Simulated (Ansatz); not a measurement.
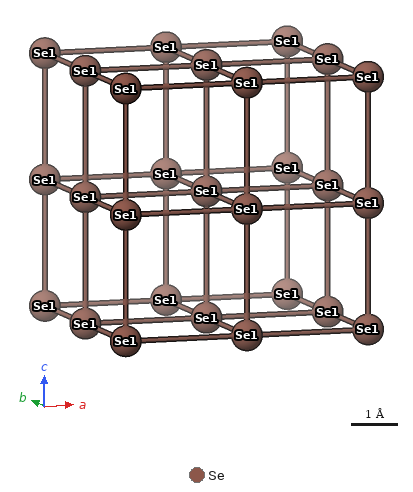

The input geometry of run A (ball-and-stick view of the cell of the calculation, repeated 2 × 2 × 2, seen slightly off an axis; atoms are numbered from 1 in the order of the input). An atom can appear more than once, as a periodic image.

## Se: one change and its effect

System: Se (1 atom in the cell).
Method of run A: Kohn-Sham DFT of a periodic cell, PBEsol, Ansatz PAW, no spin polarisation (Ansatz 0.2.0).

The structure derives from a Materials Project entry. Text and figures count atoms from 1; the logs count them from 0 in places.

### Input, run A
```yaml
crystal:
  lattice:
    - [2.81056302, 0.0, 0.0]
    - [0.0, 2.81056302, 0.0]
    - [0.0, 0.0, 2.81056302]
  atoms:
    - { symbol: Se, position: [0.0, 0.0, 0.0] }
hamiltonian:
  xc: pbesol
  pseudopotentials: { kind: paw }
kpoints:
  mp_grid: { grid: [9, 9, 9] }
scf:
  occupations: { method: fermi_dirac, width: 0.05 }
output:
  forces: true
  stress: true
  eigenvalues: true
  write_density: true
  write_potential: true
  elf: true
  volumetric_format: npy
relax:
  f_tol: 0.01
  max_steps: 40
  cell: { stress_tol: 0.05 }
```

Launched with:
```bash
ansatz run input.yaml --threads 2 --pin off --max-ram 5632MiB --backend cpu --events-out ev --progress --plain --runs-dir out
```

Hardware: 2 threads of Intel Xeon @ 2.50GHz (Skylake/Cascade Lake), 16 GiB of memory available, shared host.

### Output, shortened to warnings, some set-up lines, iterations and results (run A)
```
Basis set: ecut = 420 eV, 461 PW (Γ), exchange–correlation on 40×40×40 points (8 copies of the dense FFT grid, shifted against one another)
Symmetry: 48 space group operations
k-points: 35 of 729
Initial density: superposition of atomic densities (neutral atoms: chi_scale 0, normalization atom), corrected by the library's trained network
[...]
SCF iter   1: F=—  HF=-5424.107076 eV  |F-HF|=—  |Δ(HF+E_count)|=         —  Δρ=1.23e-3  dr2=9.35e-5  ethr=1.77e-3  ⟨swp⟩=5.4  Hψ=2530  notcnv=0
SCF iter   2: F=—  HF=-5424.107118 eV  |F-HF|=—  |Δ(HF+E_count)|=   4.18e-5  Δρ=2.26e-4  dr2=5.01e-6  ethr=5.84e-7  ⟨swp⟩=2.0  Hψ=1030  notcnv=0  defer=2
SCF iter   3: F=—  HF=-5424.107053 eV  |F-HF|=—  |Δ(HF+E_count)|=   6.47e-5  Δρ=1.52e-4  dr2=5.08e-6  ethr=3.13e-8  ⟨swp⟩=3.1  Hψ=835  notcnv=0  defer=2
SCF iter   4: F=—  HF=-5424.107046 eV  |F-HF|=—  |Δ(HF+E_count)|=   7.38e-6  Δρ=3.88e-5  dr2=2.04e-7  ethr=3.13e-8  ⟨swp⟩=2.0  Hψ=693  notcnv=0  defer=2
SCF iter   5: F=-5424.107046 eV  HF=-5424.107046 eV  |F-HF|=1.26e-9  |Δ(HF+E_count)|=   1.27e-7  Δρ=5.46e-6  dr2=5.30e-9  ethr=1.28e-9  ⟨swp⟩=2.9  Hψ=705  notcnv=0  defer=2
[... 17 lines ...]
SCF iter   3: F=—  HF=-5424.109457 eV  |F-HF|=—  |Δ(HF+E_count)|=   1.74e-8  Δρ=2.27e-6  dr2=5.78e-10  ethr=3.04e-11  ⟨swp⟩=2.2  Hψ=718  notcnv=0
SCF iter   4: F=—  HF=-5424.109457 eV  |F-HF|=—  |Δ(HF+E_count)|=  8.71e-10  Δρ=3.40e-7  dr2=2.94e-11  ethr=3.61e-12  ⟨swp⟩=2.0  Hψ=698  notcnv=0
SCF iter   5: F=-5424.109457 eV  HF=-5424.109457 eV  |F-HF|=0.00e0  |Δ(HF+E_count)|=  7.28e-12  Δρ=2.06e-8  dr2=1.16e-13  ethr=1.00e-12  ⟨swp⟩=4.9  Hψ=1528  notcnv=0
SCF 4 converged in 5 iterations: F = -5424.109457 eV  dr2 = 1.16e-13
relax step   4: F+E_penalty+E_count = -5424.10945687 eV  Δ(F+E_penalty+E_count) = +5.864e-5 eV  max|allowed force component| = 0.000e0 eV/Å  Δτ_max = 0.0000 Å  P = -0.046 GPa …
basis re-selected at this cell: Δ(F+E_penalty+E_count) = +5.864e-5 eV, ΔP = +0.002 GPa vs the last step (what re-selecting the basis moved, of the pressure what is left beyond the Pulay correction that the steps carried, after the strain that the cell walked since its last selection, with what the …
SCF converged after 5 iterations
Free energy (F): -5424.109457 eV
Harris-Foulkes:  -5424.109457 eV  (|F-HF|=0.00e0)
Internal energy: -5424.102585 eV  (E = F + TS)
E sigma→0 (E₀):  -5424.106021 eV
Entropy (-TS):   -0.006872 eV (-6.872 meV/atom)
Fermi energy:    10.326508 eV
--- Per-component energies (eV) ---
  E_band       = -361.734905
  E_kinetic    = 117.010955
  E_local      = -2205.520590  (includes V_loc(G=0)·N_el)
  E_nonlocal   = -590.972477
  E_hartree    = 1099.676680
  E_xc         = -102.911917
  E_vxc        = -97.522123  (∫ρ·V_xc dr)
  E_paw        = -1868.716047  (= ΣΔE_a)
  E_vpaw       = 215.916537  (= ΣTr[D̂ρ^β])
  E_aug_tail   = -0.000581  (compensation charges beyond the density's cutoff)
  E_ewald      = -1873.677058
  E_core_change = 1.008450  (= ΣΔE_core)
  E_smearing   = -0.006872  (= −TS)
  E_closure    = -0.000000  (closes the sum)
  Σ components = -5424.109457   (vs F -5424.109457, Δ=0.00e0)
--- Forces (eV/Å), atoms counted from 1 ---
  atom   1  Se    -0.00000000     0.00000000     0.00000000
  max |Σ_I F_I| component: 3.08e-33 eV/Å
--- Stress (GPa, compression-positive) ---
       -0.045734      -0.000000      -0.000000
       -0.000000      -0.045734       0.000000
       -0.000000       0.000000      -0.045734
  P = ⅓ Tr σ = -0.0457 GPa (-0.457 kbar)
--- Relaxed structure (3 steps of the walk, 3 accepted, 1 SCFs on fresh bases) ---
  F+E_penalty+E_count = -5424.10945687 eV   max|allowed force component| = 0.000e0 eV/Å   (the final SCF, on the basis selected at the relaxed cell)
  cell:  # Å, volume = 21.7428 Å³
    - [2.7910775436169644, 0.0, -7.703719777548943e-34]
    - [0.0, 2.7910775436169644, 0.0]
    - [-7.703719777548943e-34, 0.0, 2.7910775436169644]
  atoms:
    - { symbol: Se, position: [0.0, 0.0, 0.0] }
```

The input of run B differs as follows (lines with − go, lines with + come):
```diff
+  dispersion: d4
```

How does run B compare with run A?

The total energies belong to different models, so their difference says nothing on which is more stable or more accurate. The volume per atom goes from 21.74 to 21.26 Å³. The SCF takes 23 iterations over all geometry steps against 19.

### Output, shortened to warnings, some set-up lines, iterations and results (run B)
```
Basis set: ecut = 420 eV, 461 PW (Γ), exchange–correlation on 40×40×40 points (8 copies of the dense FFT grid, shifted against one another)
Symmetry: 48 space group operations
k-points: 35 of 729
Initial density: superposition of atomic densities (neutral atoms: chi_scale 0, normalization atom), corrected by the library's trained network
[...]
SCF iter   1: F=—  HF=-5424.352758 eV  |F-HF|=—  |Δ(HF+E_count)|=         —  Δρ=1.23e-3  dr2=9.35e-5  ethr=1.77e-3  ⟨swp⟩=5.4  Hψ=2530  notcnv=0
SCF iter   2: F=—  HF=-5424.352800 eV  |F-HF|=—  |Δ(HF+E_count)|=   4.18e-5  Δρ=2.26e-4  dr2=5.01e-6  ethr=5.84e-7  ⟨swp⟩=2.0  Hψ=1030  notcnv=0  defer=2
SCF iter   3: F=—  HF=-5424.352735 eV  |F-HF|=—  |Δ(HF+E_count)|=   6.47e-5  Δρ=1.52e-4  dr2=5.08e-6  ethr=3.13e-8  ⟨swp⟩=3.1  Hψ=835  notcnv=0  defer=2
SCF iter   4: F=—  HF=-5424.352727 eV  |F-HF|=—  |Δ(HF+E_count)|=   7.38e-6  Δρ=3.88e-5  dr2=2.04e-7  ethr=3.13e-8  ⟨swp⟩=2.0  Hψ=693  notcnv=0  defer=2
SCF iter   5: F=-5424.352728 eV  HF=-5424.352728 eV  |F-HF|=1.26e-9  |Δ(HF+E_count)|=   1.27e-7  Δρ=5.46e-6  dr2=5.30e-9  ethr=1.28e-9  ⟨swp⟩=2.9  Hψ=705  notcnv=0  defer=2
[... 23 lines ...]
SCF iter   3: F=—  HF=-5424.362753 eV  |F-HF|=—  |Δ(HF+E_count)|=   1.64e-7  Δρ=2.32e-6  dr2=2.48e-10  ethr=9.76e-11  ⟨swp⟩=2.9  Hψ=784  notcnv=0
SCF iter   4: F=—  HF=-5424.362753 eV  |F-HF|=—  |Δ(HF+E_count)|=  7.46e-11  Δρ=2.90e-7  dr2=1.55e-11  ethr=1.55e-12  ⟨swp⟩=2.0  Hψ=700  notcnv=0
SCF iter   5: F=-5424.362753 eV  HF=-5424.362753 eV  |F-HF|=0.00e0  |Δ(HF+E_count)|=  3.64e-12  Δρ=3.07e-8  dr2=9.86e-14  ethr=1.00e-12  ⟨swp⟩=4.8  Hψ=1520  notcnv=0
SCF 5 converged in 5 iterations: F = -5424.362753 eV  dr2 = 9.86e-14
relax step   5: F+E_penalty+E_count = -5424.36275266 eV  Δ(F+E_penalty+E_count) = +1.149e-4 eV  max|allowed force component| = 0.000e0 eV/Å  Δτ_max = 0.0000 Å  P = -0.012 GPa …
basis re-selected at this cell: Δ(F+E_penalty+E_count) = +1.149e-4 eV, ΔP = +0.003 GPa vs the last step (what re-selecting the basis moved, of the pressure what is left beyond the Pulay correction that the steps carried, after the strain that the cell walked since its last selection, with what the …
SCF converged after 5 iterations
Free energy (F): -5424.362753 eV
Harris-Foulkes:  -5424.362753 eV  (|F-HF|=0.00e0)
Internal energy: -5424.356006 eV  (E = F + TS)
E sigma→0 (E₀):  -5424.359379 eV
Entropy (-TS):   -0.006747 eV (-6.747 meV/atom)
Fermi energy:    10.732414 eV
--- Per-component energies (eV) ---
  E_band       = -356.365920
  E_kinetic    = 117.405987
  E_local      = -2183.096605  (includes V_loc(G=0)·N_el)
  E_nonlocal   = -590.973299
  E_hartree    = 1091.056074
  E_xc         = -103.117594
  E_vxc        = -97.790909  (∫ρ·V_xc dr)
  E_paw        = -1868.687005  (= ΣΔE_a)
  E_vpaw       = 215.977338  (= ΣTr[D̂ρ^β])
  E_aug_tail   = -0.000573  (compensation charges beyond the density's cutoff)
  E_ewald      = -1887.695570
  E_disp       = -0.255871  (pairwise vdW)
  E_core_change = 1.008450  (= ΣΔE_core)
  E_smearing   = -0.006747  (= −TS)
  E_closure    = 0.000000  (closes the sum)
  Σ components = -5424.362753   (vs F -5424.362753, Δ=0.00e0)
--- Forces (eV/Å), atoms counted from 1 ---
  atom   1  Se     0.00000000    -0.00000000    -0.00000000
  max |Σ_I F_I| component: 3.60e-33 eV/Å
--- Stress (GPa, compression-positive) ---
       -0.012075      -0.000000      -0.000000
       -0.000000      -0.012075      -0.000000
       -0.000000      -0.000000      -0.012075
  P = ⅓ Tr σ = -0.0121 GPa (-0.121 kbar)
--- Relaxed structure (4 steps of the walk, 4 accepted, 1 SCFs on fresh bases) ---
  F+E_penalty+E_count = -5424.36275266 eV   max|allowed force component| = 0.000e0 eV/Å   (the final SCF, on the basis selected at the relaxed cell)
  cell:  # Å, volume = 21.2620 Å³
    - [2.7703502856812428, -1.925929944387236e-34, 2.5679065925163143e-34]
    - [1.3481509610710648e-33, 2.7703502856812428, 0.0]
    - [2.5679065925163143e-34, 0.0, 2.7703502856812428]
  atoms:
    - { symbol: Se, position: [0.0, 0.0, 0.0] }
```

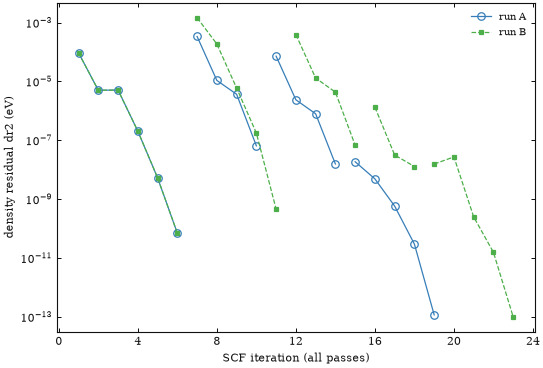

Convergence of the two runs: density residual dr2 against the SCF iteration. A break in a curve parts two SCF passes. Run A takes 19 iterations in all, and run B takes 23.

### The two runs side by side

| quantity | run A | run B |
| --- | --- | --- |
| outcome | converged | converged |
| free energy per atom (eV) | −5424.1095 | −5424.3628 |
| energy per atom, smearing taken to zero (eV) | −5424.1060 | −5424.3594 |
| gap on the mesh (eV) | 0.00 | 0.00 |
| pressure (GPa) | −0.05 | −0.01 |
| volume per atom (Å³) | 21.74 | 21.26 |
| largest force (eV/Å) | 0.000 | 0.000 |
| SCF iterations | 19 | 23 |
| irreducible k-points | 35 | 35 |
| wall time (shared host) | 2 s | 2.8 s |
